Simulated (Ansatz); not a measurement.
Single-point calculation, with input and output: MoSi₂

- system: MoSi₂ (I4/mmm, 3 atoms in the cell)
- method: DFT, PBE, PAW with Ansatz's default frozen-core files, scalar-relativistic, no spin polarisation (Ansatz 0.2.0)

Its volume is 0.70 times that of the source entry. It belongs to a series of runs on one base structure; here: volume scaled by 0.7, to set the pressure. Figures and captions count atoms from 1; the log counts them from 0 in places.

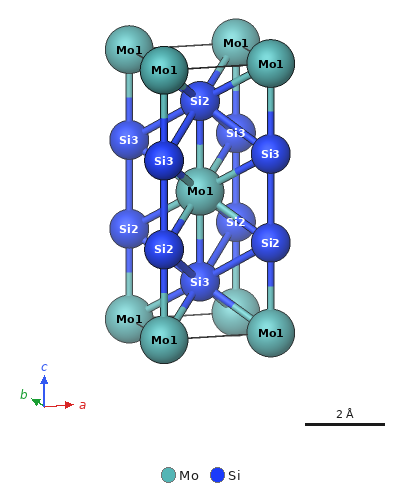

Figure 1. The structure (ball-and-stick view of the cell 2 times as large as that of the calculation, set on its symmetry axes, seen slightly off an axis; atoms are numbered from 1 in the order of the input). An atom can appear more than once, as a periodic image.

**Input**
```yaml
crystal:
  lattice:
    - [-1.4279975698, 1.4279975698, 3.4954377241]
    - [1.4279975698, -1.4279975698, 3.4954377241]
    - [1.4279975698, 1.4279975698, -3.4954377241]
  atoms:
    - { symbol: Mo, position: [0.0, 0.0, 0.0] }
    - { symbol: Si, position: [0.3350797548, 0.3350797548, 0.0] }
    - { symbol: Si, position: [-0.3350797548, -0.3350797548, 0.0] }
kpoints:
  mp_grid: { grid: [16, 16, 16] }
scf:
  occupations: { method: fermi_dirac, width: 0.08 }
hamiltonian:
  xc: pbe
  pseudopotentials: { kind: paw }
output:
  forces: true
  stress: true
  eigenvalues: true
  write_density: true
  write_potential: true
  elf: true
  volumetric_format: npy
```

Run on 2 threads of AMD EPYC (Zen 3), 32 GiB of memory available, shared host.

Command:
```bash
ansatz run input.yaml --threads 2 --pin off --max-ram 5120MiB --backend cpu --events-out ev --progress --plain --runs-dir out
```

**Output**
```
Engine: ansatz 0.2.0, x86_64-unknown-linux-gnu
Pseudopotentials: kind: paw
Pseudopotential: Mo, paw, valence charge 14, recommended cutoff 420 eV (normal), Mo.paw.azcp
Pseudopotential: Si, paw, valence charge 4, recommended cutoff 420 eV (normal), Si.paw.azcp
Functional definition: PBE
  parameter kappa = 0.804
  parameter beta = 0.06672455060314922
  exchange = pbe_x(kappa = kappa, mu = beta*pi^2/3)
  correlation = pbe_c(beta = beta)
Crystal: 3 atoms, lattice volume = 28.511 Å³
Basis set: ecut = 420 eV, 575 PW (Γ), exchange–correlation on 54×54×54 points (8 copies of the dense FFT grid, shifted against one another)
Bands: 15, of which v1, the nominal top of the filled ones, is band 11 counted from 1 (10 counted from 0)
Symmetry: 16 space group operations
Space group: I4/mmm (ITA 139), of the structure as read, at distance tolerance 3.1e-5 Å
k-points: 349 of 4096
Non-local potential: Mo, projectors of the file, l = 0: 3, l = 1: 2, l = 2: 2, l = 3: 1
Non-local potential: Si, projectors of the file, l = 0: 2, l = 1: 2, l = 2: 2
PAW form: soft (Blöchl's): semilocal exchange-correlation on the pseudo side does not see the compensation charge
PAW one-centre angular grid: Mo, 590 points (default); XC on 64 Gauss nodes
PAW one-centre angular grid: Si, 110 points (default); XC on 64 Gauss nodes
Initial density: superposition of atomic densities (neutral atoms: chi_scale 0, normalization atom), corrected by the library's trained network
Initial wavefunctions: pseudopotential atomic-orbital guess
Functional: x = pbe(κ = 0.804, μ = 0.2195149727645171), c = pbe(β = 0.06672455060314922)
SCF iter   1: F=—  HF=-6224.692895 eV  |F-HF|=—  |Δ(HF+E_count)|=         —  Δρ=1.03e-2  dr2=2.43e-2  ethr=1.77e-3  ⟨swp⟩=5.3  Hψ=30553  notcnv=0
preconditioner: auto → Kerker (q_TF=auto, 2.613 Å⁻¹)  [metal: Δε(μ)=0.021 eV  Ē_g=10.190 eV  σ=0.080 eV  W_gap=0.07  n_scr=10 (ndim 8)  ℏωp=26.0 eV  f_vac=0.000  D(μ)=0.22/eV (n_scr^D=0)]
SCF iter   2: F=—  HF=-6224.686597 eV  |F-HF|=—  |Δ(HF+E_count)|=   6.30e-3  Δρ=5.95e-3  dr2=8.02e-3  ethr=1.10e-4  ⟨swp⟩=1.0  Hψ=8027  notcnv=0
SCF iter   3: F=—  HF=-6224.684102 eV  |F-HF|=—  |Δ(HF+E_count)|=   2.49e-3  Δρ=4.76e-4  dr2=6.20e-5  ethr=3.64e-5  ⟨swp⟩=2.6  Hψ=7718  notcnv=0
SCF iter   4: F=—  HF=-6224.684090 eV  |F-HF|=—  |Δ(HF+E_count)|=   1.13e-5  Δρ=1.25e-4  dr2=2.67e-6  ethr=2.82e-7  ⟨swp⟩=2.7  Hψ=9072  notcnv=0
iter 5 did not close the SCF: its close was put off for the readings that it lacked (scf_convergence_deferred on its scf_iter line)
SCF iter   5: F=-6224.684090 eV  HF=-6224.684090 eV  |F-HF|=4.17e-9  |Δ(HF+E_count)|=   3.50e-7  Δρ=1.34e-5  dr2=2.94e-8  ethr=1.21e-8  ⟨swp⟩=2.6  Hψ=7678  notcnv=0
SCF iter   6: F=-6224.684090 eV  HF=-6224.684090 eV  |F-HF|=9.90e-10  |Δ(HF+E_count)|=   3.10e-9  Δρ=2.77e-6  dr2=1.78e-9  ethr=1.33e-10  ⟨swp⟩=5.3  Hψ=29361  notcnv=0
the search or the solves at the SCF's close seem to have found levels that the self-consistency loop had missed (the run counts 1). By its estimate they hold under 1e-12 electrons; where the run keeps them, the occupations were computed again with them
SCF 1 converged in 6 iterations: F = -6224.684090 eV  dr2 = 1.78e-9
  greatest PAW one-centre occupation: 0.999 electrons in one spin orbital (limit 2), on the Mo atom at site 0 (counted from 0), in its partial waves of l = 0
```

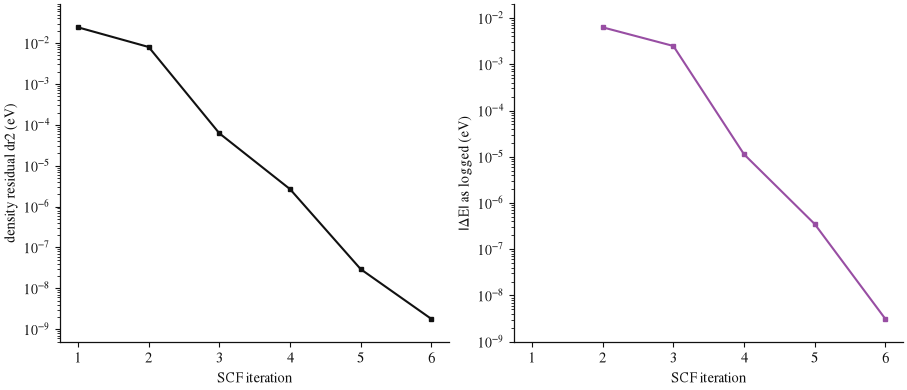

Figure 2. Convergence of the self-consistent field: density residual dr2 and size of the energy change against the SCF iteration. The residual falls at every step.

```
SCF converged after 6 iterations
Free energy (F): -6224.684090 eV
Harris-Foulkes:  -6224.684090 eV  (|F-HF|=9.90e-10)
Internal energy: -6224.679581 eV  (E = F + TS)
E sigma→0 (E₀):  -6224.681835 eV
Entropy (-TS):   -0.004509 eV (-1.503 meV/atom)
Fermi energy:    23.305808 eV
--- Per-component energies (eV) ---
  E_band       = 99.268927
  E_kinetic    = 573.516140
  E_local      = -909.908958  (includes V_loc(G=0)·N_el)
  E_nonlocal   = 202.691216
  E_hartree    = 367.231169
  E_xc         = -312.798894
  E_vxc        = -347.677402  (∫ρ·V_xc dr)
  E_paw        = -4231.047304  (= ΣΔE_a)
  E_vpaw       = -153.815553  (= ΣTr[D̂ρ^β])
  E_aug_tail   = 0.000026  (compensation charges beyond the density's cutoff)
  E_ewald      = -1914.362974
  E_smearing   = -0.004509  (= −TS)
  E_closure    = 0.000000  (closes the sum)
  Σ components = -6224.684090   (vs F -6224.684090, Δ=0.00e0)
--- Forces (eV/Å), atoms counted from 1 ---
  atom   1  Mo     0.00000000     0.00000000     0.00000000
  atom   2  Si     0.00000000    -0.00000000    -1.15294454
  atom   3  Si    -0.00000000     0.00000000     1.15294454
  max |Σ_I F_I| component: 4.44e-16 eV/Å
--- Stress (GPa, compression-positive) ---
      151.007354       0.000000       0.000000
        0.000000     151.007354      -0.000000
        0.000000       0.000000     174.131162
  P = ⅓ Tr σ = 158.7153 GPa (1587.153 kbar)
--- Band table (eV; the first three rows and the last of 349) ---
  k-point 0: bands = ["-37.0241", "-11.5420", "-11.1167", "-11.1167", "7.1884", "14.5604", "18.2754", "19.6634", "19.6634", "20.7593", "23.8323", "25.0695", "28.1588", "28.1588", "29.1957"]
  k-point 1: bands = ["-37.0174", "-11.5347", "-11.1535", "-11.1455", "7.3571", "14.7254", "18.3843", "19.0500", "19.1356", "21.4067", "23.1426", "25.7359", "28.1018", "28.2772", "28.6668"]
  k-point 2: bands = ["-36.9985", "-11.5141", "-11.2542", "-11.2268", "7.8465", "15.1803", "18.0420", "18.2495", "18.7056", "21.6397", "22.1773", "27.0921", "28.1372", "28.1470", "28.5808"]
  k-point 348: bands = ["-37.0186", "-11.6829", "-11.1245", "-11.1245", "9.9797", "11.2951", "17.4785", "20.0161", "22.4128", "22.4128", "23.1635", "23.1635", "24.1061", "29.6436", "29.7729"]
```

**File rho_z.tsv**
```
# z_ang	rho[e/angstrom^3]
# format = ansatz-planar-average/11
# lattice	-1.427997570	1.427997570	3.495437724
# lattice	1.427997570	-1.427997570	3.495437724
# lattice	1.427997570	1.427997570	-3.495437724
# sites	3
# site	42	0.000000000	0.000000000	0.000000000
# site	14	0.000000000	0.000000000	2.342500831
# site	14	0.000000000	0.000000000	-2.342500831
0.000000	1.103956e0
0.149514	1.095567e0
0.299029	1.070350e0
0.448543	1.028420e0
0.598057	9.707895e-1
0.747571	9.002026e-1
0.897086	8.214073e-1
1.046600	7.404703e-1
1.196114	6.635263e-1
1.345628	5.957352e-1
1.495143	5.407459e-1
1.644657	5.004192e-1
1.794171	4.747708e-1
1.943685	4.625520e-1
2.093200	4.625520e-1
2.242714	4.747708e-1
2.392228	5.004192e-1
2.541742	5.407459e-1
2.691257	5.957352e-1
2.840771	6.635263e-1
2.990285	7.404703e-1
3.139799	8.214073e-1
3.289314	9.002026e-1
3.438828	9.707895e-1
3.588342	1.028420e0
3.737856	1.070350e0
3.887371	1.095567e0
```

**File v_z.tsv**
```
# z_ang	v_es[eV]	v_tot[eV]
# format = ansatz-planar-average/11
# xc	pbe
# density_cutoff_ev	1680
# datasets	Mo=:simpson_from_first_knot:soft	Si=:simpson_from_first_knot:soft
# lattice	-1.427997570	1.427997570	3.495437724
# lattice	1.427997570	-1.427997570	3.495437724
# lattice	1.427997570	1.427997570	-3.495437724
# sites	3
# site	42	0.000000000	0.000000000	0.000000000
# site	14	0.000000000	0.000000000	2.342500831
# site	14	0.000000000	0.000000000	-2.342500831
0.000000	-4.626923e0	-2.066878e1
0.149514	-4.342380e0	-2.033046e1
0.299029	-3.500708e0	-1.933277e1
0.448543	-2.137972e0	-1.771802e1
0.598057	-3.138980e-1	-1.554353e1
0.747571	1.890064e0	-1.289531e1
0.897086	4.372869e0	-9.912076e0
1.046600	7.012486e0	-6.783963e0
1.196114	9.660724e0	-3.719400e0
1.345628	1.214233e1	-9.116030e-1
1.495143	1.427397e1	1.474966e0
1.644657	1.590888e1	3.315012e0
1.794171	1.698200e1	4.542867e0
1.943685	1.750442e1	5.151044e0
2.093200	1.750442e1	5.151044e0
2.242714	1.698200e1	4.542867e0
2.392228	1.590888e1	3.315012e0
2.541742	1.427397e1	1.474966e0
2.691257	1.214233e1	-9.116030e-1
2.840771	9.660724e0	-3.719400e0
2.990285	7.012486e0	-6.783963e0
3.139799	4.372869e0	-9.912076e0
3.289314	1.890064e0	-1.289531e1
3.438828	-3.138980e-1	-1.554353e1
3.588342	-2.137972e0	-1.771802e1
3.737856	-3.500708e0	-1.933277e1
3.887371	-4.342380e0	-2.033046e1
```

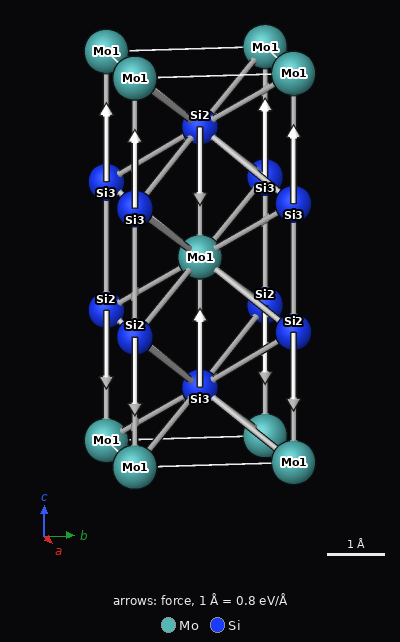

Figure 3. Forces on the atoms as white arrows (ball-and-stick view of the cell 2 times as large as that of the calculation, set on its symmetry axes, seen slightly off an axis; atoms are numbered from 1 in the order of the input). The largest act on Si2, Si3 (1.15 eV/Å). The geometry is not a stationary point of this energy.

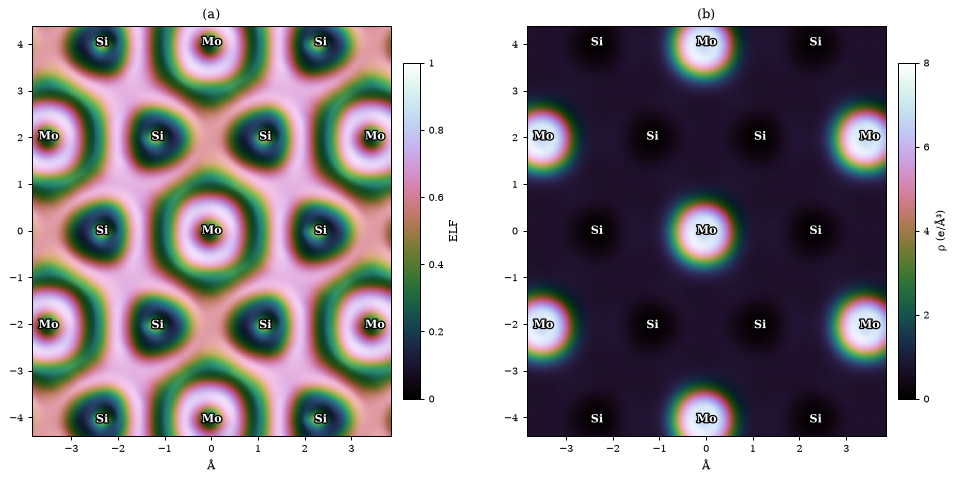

Figure 4. (a) ELF; (b) valence pseudo-density on the (110) plane of the conventional cell. The section cuts through Mo and Si sites. Si–Si (2.31 Å): ρ at the midpoint is about 0.53 e/Å³, a local maximum along the line; the ELF is about 0.60 at the midpoint. Si–Mo (2.33 Å): ρ is about 0.64 e/Å³ halfway; the ELF is about 0.40 at the midpoint. Away from the nuclei the density in this plane falls to 0.51 e/Å³ at its lowest. The strong features right at Mo lie inside the PAW spheres (semicore, d or f shells) and say nothing about bonding. Core electrons are frozen (PAW), so the fields are smoothed inside the atomic spheres.

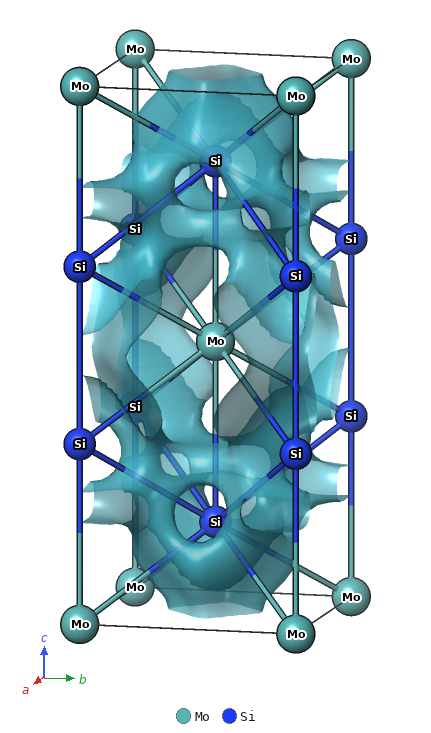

Figure 5. Isosurface of the electron localisation function at 0.55 (cyan), seen slightly off an axis. Core shells and regions of very low density are left out. Sticks mark near contacts. The outline is the cell set on symmetry axes. The ELF exceeds this value in one network that runs through the whole crystal, counted in one cell of 6 atoms.  Values along the shortest contacts: Si–Si (2.31 Å): the ELF is about 0.60 at the midpoint. Si–Mo (2.33 Å): the ELF is about 0.40 at the midpoint.

**Results in brief**

- outcome: converged
- space group (tolerance 0.01 Å): I4/mmm (139)
- electrons treated: 22
- free energy: −6224.6841 eV
- Fermi energy: 23.306 eV
- pressure: 158.72 GPa
- largest force (length of the vector): 1.153 eV/Å
- wall time: 13 s (CPU time 23 s)
- peak memory: 0.45 GiB

The cell is under a pressure of 159 GPa at this level, so it is not at its equilibrium volume.
